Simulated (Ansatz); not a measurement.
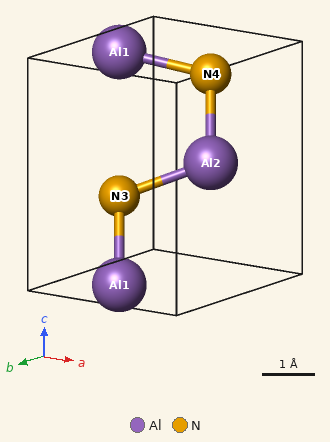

**Figure 1.** The structure (ball-and-stick view of the cell of the calculation, seen at an oblique angle; atoms are numbered from 1 in the order of the input).

**Single-point calculation, with input and output: AlN**

AlN (4 atoms in the cell), computed with DFT PBE, scalar-relativistic, plane waves, PAW, no spin polarisation (Ansatz 0.2.0).

The structure derives from an entry of the Crystallography Open Database. It belongs to a series of runs on one base structure; here: band edges and mean potential of the bulk. Figures and captions count atoms from 1; the log counts them from 0 in places.

**The program's output**
```
Engine: ansatz 0.2.0, aarch64-unknown-linux-gnu
Pseudopotentials: kind: paw
Pseudopotential: Al, paw, valence charge 3, recommended cutoff 420 eV (normal), Al.paw.azcp
Pseudopotential: N, paw, valence charge 5, recommended cutoff 420 eV (normal), N.paw.azcp
Functional definition: PBE
  parameter kappa = 0.804
  parameter beta = 0.06672455060314922
  exchange = pbe_x(kappa = kappa, mu = beta*pi^2/3)
  correlation = pbe_c(beta = beta)
Crystal: 4 atoms, lattice volume = 42.581 Å³
Basis set: ecut = 420 eV, 833 PW (Γ), exchange–correlation on 48×48×72 points (8 copies of the dense FFT grid, shifted against one another)
Bands: 12, of which v1, the nominal top of the filled ones, is band 8 counted from 1 (7 counted from 0)
Symmetry: 12 space group operations
Space group: P63mc (ITA 186), of the structure as read, at distance tolerance 3.5e-5 Å
k-points: 76 of 864 (time reversal used)
Non-local potential: Al, projectors of the file, l = 0: 2, l = 1: 2, l = 2: 1
Non-local potential: N, projectors of the file, l = 0: 2, l = 1: 2, l = 2: 1
PAW form: soft (Blöchl's): semilocal exchange-correlation on the pseudo side does not see the compensation charge
PAW one-centre angular grid: Al, 110 points (default); XC on 64 Gauss nodes
PAW one-centre angular grid: N, 110 points (default); XC on 64 Gauss nodes
Initial density: superposition of atomic densities (neutral atoms: chi_scale 0, normalization atom), corrected by the library's trained network
Initial wavefunctions: pseudopotential atomic-orbital guess
Functional: x = pbe(κ = 0.804, μ = 0.2195149727645171), c = pbe(β = 0.06672455060314922)
SCF iter   1: F=—  HF=-1848.507761 eV  |F-HF|=—  |Δ(HF+E_count)|=         —  Δρ=8.18e-4  dr2=1.35e-4  ethr=1.77e-3  ⟨swp⟩=6.3  Hψ=6209  notcnv=0
preconditioner: auto → none  [insulator: Δε(μ)=4.030 eV  Ē_g=12.984 eV  σ=0.020 eV  W_gap=1.00  n_scr=2 (ndim 8)  ℏωp=22.8 eV  f_vac=0.000  D(μ)=0.00/eV (n_scr^D=0)  ε∞_Penn≈4.1]
SCF iter   2: F=—  HF=-1848.508055 eV  |F-HF|=—  |Δ(HF+E_count)|=   2.95e-4  Δρ=3.93e-4  dr2=1.94e-5  ethr=8.47e-7  ⟨swp⟩=2.3  Hψ=2191  notcnv=0
SCF iter   3: F=—  HF=-1848.507982 eV  |F-HF|=—  |Δ(HF+E_count)|=   7.30e-5  Δρ=7.40e-5  dr2=1.03e-6  ethr=1.21e-7  ⟨swp⟩=2.3  Hψ=1472  notcnv=0
iter 4 did not close the SCF: its close was put off for the readings that it lacked (scf_convergence_deferred on its scf_iter line)
SCF iter   4: F=-1848.507985 eV  HF=-1848.507985 eV  |F-HF|=1.05e-8  |Δ(HF+E_count)|=   2.75e-6  Δρ=8.75e-6  dr2=1.46e-8  ethr=6.43e-9  ⟨swp⟩=2.0  Hψ=1500  notcnv=0
iter 5 did not close the SCF: its close was put off for the readings that it lacked (scf_convergence_deferred on its scf_iter line)
SCF iter   5: F=-1848.507985 eV  HF=-1848.507985 eV  |F-HF|=4.95e-10  |Δ(HF+E_count)|=   1.27e-8  Δρ=2.14e-6  dr2=8.42e-10  ethr=9.14e-11  ⟨swp⟩=2.4  Hψ=1512  notcnv=0
SCF iter   6: F=-1848.507985 eV  HF=-1848.507985 eV  |F-HF|=4.32e-12  |Δ(HF+E_count)|=  2.57e-10  Δρ=3.19e-7  dr2=1.76e-11  ethr=5.26e-12  ⟨swp⟩=4.0  Hψ=4333  notcnv=0
SCF 1 converged in 6 iterations: F = -1848.507985 eV  dr2 = 1.76e-11
  greatest PAW one-centre occupation: 0.787 electrons in one spin orbital (limit 2), on the N atom at site 3 (counted from 0), in its partial waves of l = 0
NSCF: frozen V_eff on 28 k-points
NSCF: frozen V_eff on 28 k-points
NSCF: frozen V_eff on 28 k-points
NSCF: frozen V_eff on 27 k-points
NSCF: frozen V_eff on 4 k-points
NSCF: frozen V_eff on 3 k-points
NSCF: frozen V_eff on 3 k-points
NSCF: frozen V_eff on 3 k-points
NSCF: frozen V_eff on 3 k-points
NSCF: frozen V_eff on 3 k-points
SCF converged after 6 iterations
Free energy (F): -1848.507985 eV
Harris-Foulkes:  -1848.507985 eV  (|F-HF|=4.32e-12)
Internal energy: -1848.507985 eV  (E = F + TS)
E sigma→0 (E₀):  -1848.507985 eV
Fermi energy:    8.960212 eV
--- Per-component energies (eV) ---
  E_band       = 27.852945
  E_kinetic    = 317.319018
  E_local      = -451.608297  (includes V_loc(G=0)·N_el)
  E_nonlocal   = 110.505482
  E_hartree    = 156.641868
  E_xc         = -203.249552
  E_vxc        = -215.379358  (∫ρ·V_xc dr)
  E_paw        = -1190.067122  (= ΣΔE_a)
  E_vpaw       = -46.267802  (= ΣTr[D̂ρ^β])
  E_aug_tail   = 0.000195  (compensation charges beyond the density's cutoff)
  E_ewald      = -588.049578
  E_smearing   = -0.000000  (= −TS)
  E_closure    = 0.000000  (closes the sum)
  Σ components = -1848.507985   (vs F -1848.507985, Δ=0.00e0)
--- Forces (eV/Å), atoms counted from 1 ---
  atom   1  Al    -0.00000000     0.00000000    -0.00003012
  atom   2  Al     0.00000000    -0.00000000    -0.00003012
  atom   3  N      0.00000000    -0.00000000     0.00000686
  atom   4  N     -0.00000000     0.00000000     0.00000686
  max |Σ_I F_I| component: 4.65e-5 eV/Å
--- Stress (GPa, compression-positive) ---
        0.003640       0.000000       0.000000
        0.000000       0.003640       0.000000
        0.000000      -0.000000       0.006743
  P = ⅓ Tr σ = 0.0047 GPa (0.047 kbar)
--- Band table (eV; the first three rows and the last of 76) ---
  k-point 0: bands = ["-8.1119", "-6.0341", "1.0473", "6.1009", "6.1009", "6.7404", "6.7404", "6.9433", "10.9771", "13.4565", "17.3963", "17.9786"]
  k-point 1: bands = ["-8.0083", "-6.2328", "1.4072", "6.1413", "6.1413", "6.3402", "6.6955", "6.6955", "11.4786", "13.5212", "17.2233", "17.9489"]
  k-point 2: bands = ["-7.7083", "-6.7080", "2.3554", "5.0612", "6.2540", "6.2540", "6.5738", "6.5738", "12.4378", "13.5763", "16.9487", "17.9333"]
  k-point 75: bands = ["-5.6436", "-5.6436", "2.1736", "2.1736", "3.1645", "3.1645", "6.1571", "6.1571", "14.2970", "14.2970", "14.6572", "14.6572"]
```

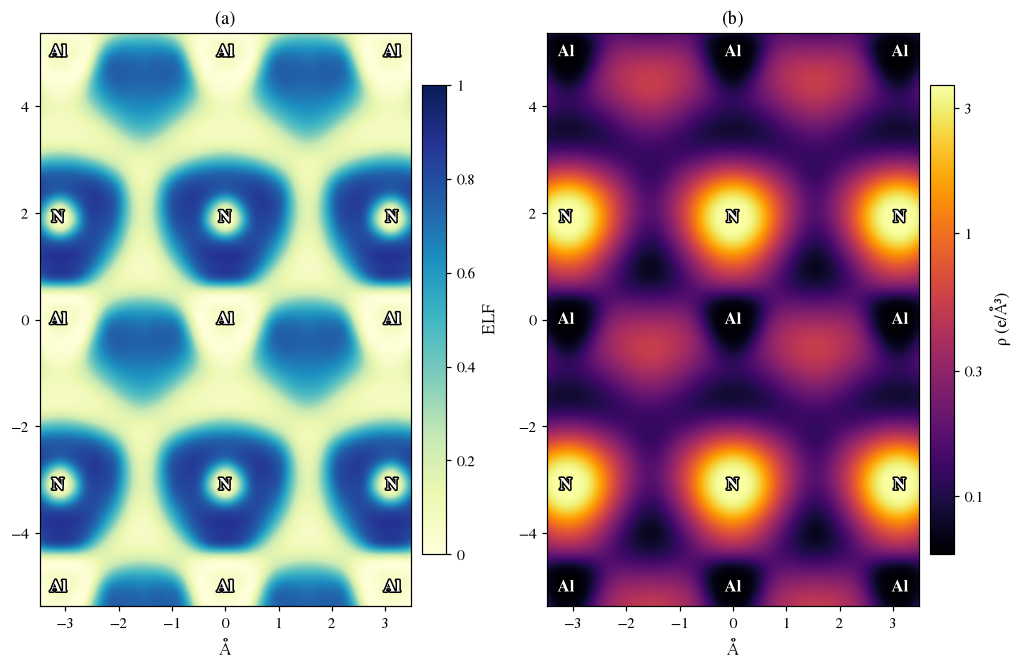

**Figure 2.** (a) ELF; (b) valence electron density on the (100) plane of the conventional cell. The section cuts through Al and N sites. Al–N (1.91 Å): the density is about 0.66 e/Å³ at the midpoint; the ELF is about 0.85 at the midpoint. Away from the nuclei the density in this plane falls to 0.08 e/Å³ at its lowest. The fields are those of the smooth PAW valence density.

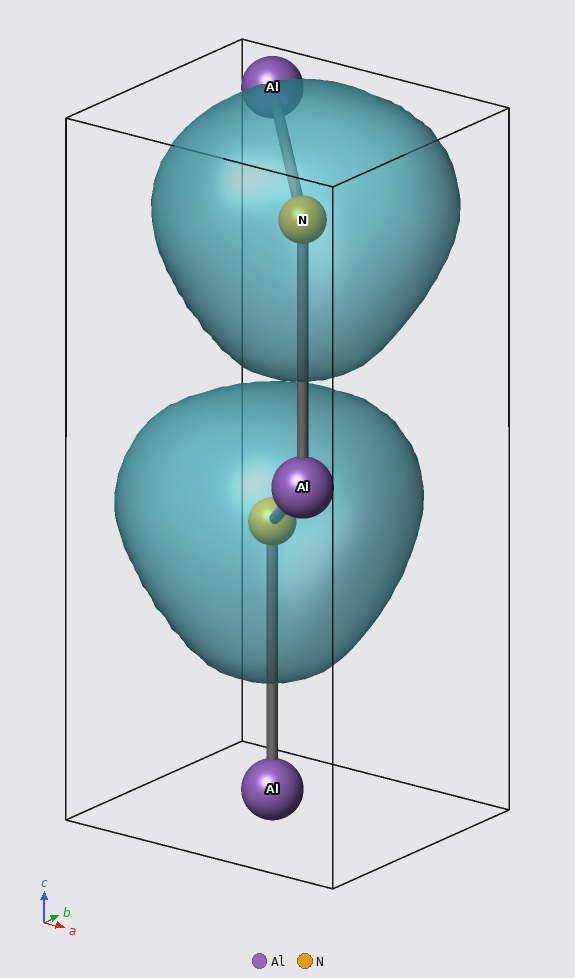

**Figure 3.** Isosurface of the valence charge density (pseudo) at 0.4 e/Å³ (cyan), seen slightly off an axis. Sticks mark near contacts. The outline is the cell set on symmetry axes. At this value the density breaks into separate islands; it holds about 65 % of the electrons treated as valence. On the grid the lowest density along these lines, outside the cores, is 0.56 e/Å³ (Al–N, 1.90 Å).

This output came from the following input.

**The input**
```yaml
crystal:
  lattice:
    - [3.1302395627, 0.0, 0.0]
    - [-1.5651197814, 2.7108669813, 0.0]
    - [0.0, 0.0, 5.0179796546]
  atoms:
    - { symbol: Al, position: [0.3333333333, 0.6666666667, 0.0017287175] }
    - { symbol: Al, position: [0.6666666667, 0.3333333333, 0.5017287175] }
    - { symbol: "N", position: [0.3333333333, 0.6666666667, 0.3832712825] }
    - { symbol: "N", position: [0.6666666667, 0.3333333333, 0.8832712825] }
basis:
  ecutwfc: 420
kpoints:
  mp_grid: { grid: [12, 12, 6] }
  band_path: { path: [VBM, CBM], npoints: 2 }
hamiltonian:
  xc: pbe
scf:
  occupations: { method: gaussian, width: 0.02 }
output:
  forces: true
  stress: true
  eigenvalues: true
  write_density: true
  write_potential: true
  elf: true
  volumetric_format: npy
```

Command:
```bash
ansatz run input.yaml --threads 4 --pin off --max-ram 10240MiB --backend cpu --events-out ev --progress --plain --runs-dir out
```

**Key numbers**

| quantity | value |
| --- | --- |
| outcome | converged |
| space group (tolerance 0.01 Å) | P6₃mc (186) |
| electrons treated | 16 |
| free energy | −1848.5080 eV |
| Fermi energy | 8.960 eV |
| gap on the k-point mesh | 4.03 eV |
| gap on the band path | 4.03 eV |
| pressure | 0.00 GPa |
| largest force (length of the vector) | under 0.001 eV/Å |
| hardware | 4 threads of Arm Neoverse N1, 54 GiB of memory available, shared host |
| wall time | 3.8 s (CPU time 13 s) |
| peak memory | 0.35 GiB |
